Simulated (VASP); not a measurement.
# GaN: time-dependent DFT spectra, part 2 of 2

Wanted: excitation energies of GaN from time-dependent DFT. No run with exact exchange ended well, so the account stays semilocal. The cell is of the zinc-blende type, one of the forms listed for this formula. The start is a computed cell from the Materials Project.

VASP 6.6.1, plane waves and PAW; the level of theory is named at each step.

So far. Step 3 (Empty bands): WAVECAR now holds 28 bands for 18 electrons. Its independent-particle dielectric tensor has xx, yy, zz = 7.1, 7.1, 7.1 on this mesh, which isn't tested for convergence in mesh or bands and lacks local fields.

## Step 4: Casida equation on LDA

This step: time-dependent LDA, Casida form; plane waves and PAW (Ga_d, N) (VASP 6.6.1).

The Casida equation, in the Tamm-Dancoff approximation (ANTIRES = 0), couples the pairs by a local exchange-correlation kernel; a semilocal kernel is short-ranged. On this coarse mesh the spectra break into peaks of single stars of k points, and those at the smallest gap weigh too much.

Contents of INCAR:

```
SYSTEM = GaN
PREC = Accurate
ENCUT = 420
ISMEAR = 0
SIGMA = 0.01
LREAL = .FALSE.
GGA = CA
NBANDS = 28
ALGO = TDHF
NBANDSO = 5
NBANDSV = 4
OMEGAMAX = 25
NEDOS = 1000
CSHIFT = 0.1
PRECFOCK = Fast
LWAVE = .FALSE.
LCHARG = .FALSE.
ANTIRES = 0
LFXC = .TRUE.
LADDER = .FALSE.
```

Contents of POSCAR:

```
GaN
1.0
    0.0000000000      2.2535006075      2.2535006075
    2.2535006075      0.0000000000      2.2535006075
    2.2535006075      2.2535006075      0.0000000000
Ga N
1 1
Direct
    0.0000000000      0.0000000000      0.0000000000
    0.2500000000      0.2500000000      0.2500000000
```

Contents of KPOINTS:

```
Automatic mesh
0
Gamma
6 6 6
0 0 0
```

The projector-augmented-wave data sets are Ga_d and N (PBE family, release 64).

Started as:

```
$ mpirun -np 4 vasp_std
```

The program printed:

```text
[banner, memory and clock lines left out]
running    4 mpi-ranks, on    1 nodes
 distrk:  each k-point on    4 cores,    1 groups
 distr:  one band on    1 cores,    4 groups

 POSCAR found type information on POSCAR GaN
 POSCAR found :  2 types and       2 ions
|                                                                             |
|               ----> ADVICE to this user running VASP <----                  |
|                                                                             |
|     You enforced a specific xc type in the INCAR file but a different       |
|     [... a line on the potential file left out ...]
|     I HOPE YOU KNOW WHAT YOU ARE DOING!                                     |
|                                                                             |

|                                                                             |
|           W    W    AA    RRRRR   N    N  II  N    N   GGGG   !!!           |
|           W    W   A  A   R    R  NN   N  II  NN   N  G    G  !!!           |
|           W    W  A    A  R    R  N N  N  II  N N  N  G       !!!           |
|           W WW W  AAAAAA  RRRRR   N  N N  II  N  N N  G  GGG   !            |
|           WW  WW  A    A  R   R   N   NN  II  N   NN  G    G                |
|           W    W  A    A  R    R  N    N  II  N    N   GGGG   !!!           |
|                                                                             |
|     The default for ENCUTGWSOFT is different in this version of VASP.       |
|     please manually set ENCUTGWSOFT =280 in the INCAR file.                 |
|                                                                             |

 LDA part: xc-table for (Slater(with rela. corr.)+CA(PZ))
 , standard interpolation
 found WAVECAR, reading the header
 POSCAR, INCAR and KPOINTS ok, starting setup
 FFT: planning ... GRIDC
 FFT: planning ... GRID_SOFT
 FFT: planning ... GRID
 reading WAVECAR
 the WAVECAR file was read successfully
 initial charge from wavefunction
 available memory per node:    134.40 GB, setting MAXMEM to    137624

 The Fermi energy was updated, please check that it is located mid-gap
 values below the HOMO (VB) or above the LUMO (CB) will cause erroneous energies
 E-fermi :   5.8145

 the WAVEDER file was read successfully
 responsefunction array rank=     260
 LDA part: xc-table for (Slater(with rela. corr.)+CA(PZ))
 , standard interpolation

 min. memory requirement per mpi rank     72.9 MB, per node    291.5 MB

 Doing            0  frequencies on each core in blocks of            0
 parallelization over k-points
 Using distributed matrix
 Using distributed eigensolver
 allocating two-electron 4 orbital integral table    5    4    5    4
 BSE setting up matrix
 available memory per node:    134.30 GB, setting MAXMEM to    137519
 Calculate matrix elements of the BSE Hamiltonian:
 Workload is divided into blocks of two-electron 4 orbital integrals computed in
  parallel.
 Each block/integral has dimensions  of (   5,   4,   5,   4) orbitals
 Total number of blocks/integrals:                23436
 Number of spins:                                     1
 Number of kpoints:                                 216
 Spin channel:                                        1
  Number of blocks of unoccupied bands:               1
  Number of blocks of occupied bands:                 1
 Number of rows/columns of blocks:                  216

                                                        Time (sec)
               Integrals                 Ranks       Real         CPU
  [         1 -        864/     23436]     4         0.60        0.00
  [       865 -       1728/     23436]     4         1.19        0.00
  [      1729 -       2592/     23436]     4         1.80        0.00
  [      2593 -       3456/     23436]     4         2.40        0.00
  [      3457 -       4320/     23436]     4         3.00        0.00
  [      4321 -       5184/     23436]     4         3.60        0.00
  [      5185 -       6048/     23436]     4         4.19        0.00
  [      6049 -       6912/     23436]     4         4.74        0.00
  [      6913 -       7776/     23436]     4         5.31        0.00
  [      7777 -       8640/     23436]     4         5.86        0.00
  [      8641 -       9504/     23436]     4         6.41        0.00
  [      9505 -      10368/     23436]     4         6.96        0.00
  [     10369 -      11232/     23436]     4         7.52        0.00
  [     11233 -      12096/     23436]     4         8.13        0.00
  [     12097 -      12960/     23436]     4         8.68        0.00
  [     12961 -      13824/     23436]     4         9.31        0.00
  [     13825 -      14688/     23436]     4         9.90        0.00
  [     14689 -      15552/     23436]     4        10.49        0.00
  [     15553 -      16416/     23436]     4        11.08        0.00
  [     16417 -      17280/     23436]     4        11.66        0.00
  [     17281 -      18144/     23436]     4        12.25        0.00
  [     18145 -      19008/     23436]     4        12.84        0.00
  [     19009 -      19872/     23436]     4        13.43        0.00
  [     19873 -      20736/     23436]     4        14.10        0.00
  [     20737 -      21600/     23436]     4        14.69        0.00
  [     21601 -      22464/     23436]     4        15.27        0.00
  [     22465 -      23328/     23436]     4        15.84        0.00
  [     23329 -      23436/     23436]     4        15.98        0.00

 BSE redistributing all elements
 BSE diagonalizing matrix PDSYEVX_ZHEEVX_DESC
 BSE calculating oscillator strength
```

Wall time 49 s (4 MPI ranks of Intel Xeon Platinum 8259CL at 2.50GHz (Skylake/Cascade Lake), shared host); peak memory 1.5 GiB; 3.2 min of CPU time.

Parts of OUTCAR (step 4):

```text
The static configuration has the point symmetry T_d .

 Found     16 irreducible k-points:

   k-points           NKPTS =     16   k-points in BZ     NKDIM =    216   number of bands    NBANDS=     28

   NELECT =      18.0000    total number of electrons

 E-fermi :   5.8145

[... 7 parts as in an earlier step ...]
```

This step gave:

```
lowest excitation : 1.740 eV
```

The imaginary dielectric function, xx has structure finer than the step of the table below, so its rows give means over 2 eV, whole bins alone (the curve runs from 0 to 25 eV). Peaks (eV: height): 3.6: 9.35, 5.2: 11.9, 6.3: 11.1, 6.8: 14.3, 7.1: 14.0, 9.1: 9.51, 11.3: 10.2.

From 5 filled and 4 empty bands alone, without any pair above OMEGAMAX = 25 eV, so strength is missing wherever others contribute; lines are broadened by CSHIFT, which also makes the tail under the first line. Imaginary dielectric function, xx against photon energy; means over each step:

| photon energy (eV) | imaginary dielectric function, xx |
| --- | --- |
| 2 | 1.41 |
| 4 | 2.27 |
| 6 | 6.94 |
| 8 | 5.22 |
| 10 | 5.57 |
| 12 | 5.29 |
| 14 | 1.96 |
| 16 | 0.440 |
| 18 | 0.221 |
| 20 | 0.0562 |
| 22 | 0.0801 |
| 24 | 0.150 |

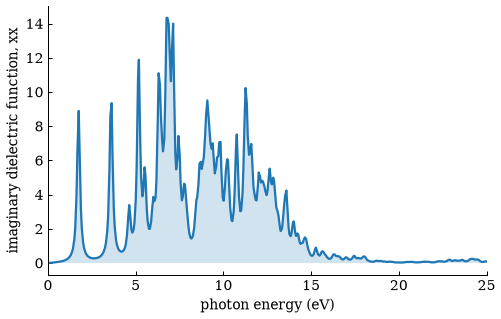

Imaginary dielectric function, xx, plotted against photon energy.

The lowest excitation lies at 1.740 eV, +7 meV against the direct gap of these orbitals. Peak heights aren't converged with the mesh, least of all at the onset.

## Step 5: Random-phase approximation on LDA

This step: RPA spectrum on LDA; plane waves and PAW (Ga_d, N) (VASP 6.6.1).

With the exchange-correlation kernel off, only the local fields remain: the random-phase approximation.

Edit INCAR of step 4 so:

```diff
@@ -18,3 +18,3 @@
 ANTIRES = 0
-LFXC = .TRUE.
+LFXC = .FALSE.
 LADDER = .FALSE.
```

POSCAR is that of step 4.

KPOINTS is that of step 4.

Started as:

```
$ mpirun -np 4 vasp_std
```

The program printed:

```text
[banner, memory and clock lines left out]
 LDA part: xc-table for (Slater(with rela. corr.)+CA(PZ))
 , standard interpolation
 found WAVECAR, reading the header
 POSCAR, INCAR and KPOINTS ok, starting setup
 FFT: planning ... GRIDC
 FFT: planning ... GRID_SOFT
 FFT: planning ... GRID
 reading WAVECAR
 the WAVECAR file was read successfully
 initial charge from wavefunction
 available memory per node:    133.74 GB, setting MAXMEM to    136952

 Doing            0  frequencies on each core in blocks of            0
 parallelization over k-points
 Using distributed matrix
 Using distributed eigensolver
 allocating two-electron 4 orbital integral table    5    4    5    4
 BSE setting up matrix
 available memory per node:    133.65 GB, setting MAXMEM to    136855
 Calculate matrix elements of the BSE Hamiltonian:
 Workload is divided into blocks of two-electron 4 orbital integrals computed in
  parallel.
 Each block/integral has dimensions  of (   5,   4,   5,   4) orbitals
 Total number of blocks/integrals:                23436
 Number of spins:                                     1
 Number of kpoints:                                 216
 Spin channel:                                        1
  Number of blocks of unoccupied bands:               1
  Number of blocks of occupied bands:                 1
 Number of rows/columns of blocks:                  216

                                                        Time (sec)
               Integrals                 Ranks       Real         CPU
  [         1 -        864/     23436]     4         0.56        0.00
  [       865 -       1728/     23436]     4         1.12        0.00
  [      1729 -       2592/     23436]     4         1.69        0.00
  [      2593 -       3456/     23436]     4         2.26        0.00
  [      3457 -       4320/     23436]     4         2.82        0.00
  [      4321 -       5184/     23436]     4         3.39        0.00
  [      5185 -       6048/     23436]     4         3.97        0.00
  [      6049 -       6912/     23436]     4         4.53        0.00
  [      6913 -       7776/     23436]     4         5.10        0.00
  [      7777 -       8640/     23436]     4         5.67        0.00
  [      8641 -       9504/     23436]     4         6.24        0.00
  [      9505 -      10368/     23436]     4         6.80        0.00
  [     10369 -      11232/     23436]     4         7.35        0.00
  [     11233 -      12096/     23436]     4         7.90        0.00
  [     12097 -      12960/     23436]     4         8.47        0.00
  [     12961 -      13824/     23436]     4         9.04        0.00
  [     13825 -      14688/     23436]     4         9.60        0.00
  [     14689 -      15552/     23436]     4        10.16        0.00
  [     15553 -      16416/     23436]     4        10.72        0.00
  [     16417 -      17280/     23436]     4        11.29        0.00
  [     17281 -      18144/     23436]     4        11.86        0.00
  [     18145 -      19008/     23436]     4        12.42        0.00
  [     19009 -      19872/     23436]     4        12.97        0.00
  [     19873 -      20736/     23436]     4        13.54        0.00
  [     20737 -      21600/     23436]     4        14.10        0.00
  [     21601 -      22464/     23436]     4        14.65        0.00
  [     22465 -      23328/     23436]     4        15.19        0.00
  [     23329 -      23436/     23436]     4        15.33        0.00

[... 7 parts as in an earlier step ...]
```

Wall time 47 s (4 MPI ranks); peak memory 1.5 GiB; 3.1 min of CPU time.

Parts of OUTCAR (step 5):

```text
   NELECT =      18.0000    total number of electrons

 E-fermi :   5.8145

[... 8 parts as in an earlier step ...]

[... 2 further parts left out ...]
```

This step gave:

* lowest excitation: 1.742 eV

The imaginary dielectric function, xx has structure finer than the step of the table below, so its rows give means over 2 eV, whole bins alone (the curve runs from 0 to 25 eV). Peaks (eV: height): 3.6: 9.18, 5.2: 11.1, 6.4: 9.10, 6.9: 13.5, 7.1: 15.3, 9.1: 9.02, 11.3: 9.80.

From 5 filled and 4 empty bands alone, without any pair above OMEGAMAX = 25 eV, so strength is missing wherever others contribute; lines are broadened by CSHIFT, which also makes the tail under the first line. Table of imaginary dielectric function, xx by photon energy; means over each step:

| photon energy (eV) | imaginary dielectric function, xx |
| --- | --- |
| 2 | 1.37 |
| 4 | 2.09 |
| 6 | 6.27 |
| 8 | 5.35 |
| 10 | 5.51 |
| 12 | 5.55 |
| 14 | 2.38 |
| 16 | 0.533 |
| 18 | 0.261 |
| 20 | 0.0689 |
| 22 | 0.0808 |
| 24 | 0.157 |

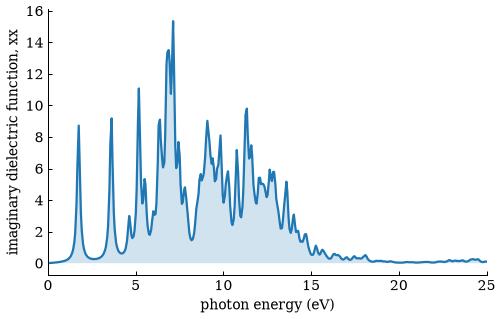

Imaginary dielectric function, xx against photon energy.

The lowest excitation lies at 1.742 eV, +10 meV against the direct gap of these orbitals. Peak heights aren't converged with the mesh, least of all at the onset.

## Step 6: Summary

This step: time-dependent LDA; plane waves and PAW (VASP 6.6.1).

No new run; the numbers come from the runs before.

Cost is wall time times ranks on a shared host, for this step alone, without the steps before it. Excitations by level:

| level | first excitation (eV) | cost (core minutes) |
| --- | --- | --- |
| Casida equation on LDA | 1.74 | 3.27 |
| random phases on LDA | 1.742 | 3.13 |

## Step 7: Results

```yaml
casida_equation_on_lda: lowest vertical excitation 1.740 eV; direct gap 1.733 eV
rpa_on_lda: lowest vertical excitation 1.742 eV; direct gap 1.733 eV
```

The LDA kernel binds nothing: its lowest excitation, 1.740 eV, sits at the direct gap of 1.733 eV. Only the bands set by NBANDSO and NBANDSV form pairs, and any pair above OMEGAMAX = 25 eV is dropped, so the spectrum is that of this window; the window can cut degenerate bands. Spin-orbit coupling is left out; with Ga in the cell it can split or shift band edges, by an amount that depends on which atoms form them and isn't tested here. The given cell is kept, although it stands at -7.9 GPa at LDA and ENCUT = 420 eV, which holds the mismatch of the given cell with this functional and any basis-set error. Not tabulated here, as repeats of values shown or as unfit to read for their mesh, reference level or band range: eps2 curves (empty bands); eps1 curves and static values (Casida equation, empty bands, random phases); gaps (empty bands); line lists of runs without attraction (Casida equation, random phases).

[Lines on the potential files, build, host, timing and source positions are cut from VASP's logs without a mark.]

[Logs are printed without paths, hosts, clocks, repeated set-up lines and the standing remarks that a program may print on its own settings, such as how far it seeks lower states.]

[Hosts, paths, dates, database ids (printed as entryN), source tags and the programs' standing remarks are cut or masked in the printed files.]

[Pressures printed for these runs are not shown converged in the cutoff: they can be off by several GPa and have the wrong sign.]
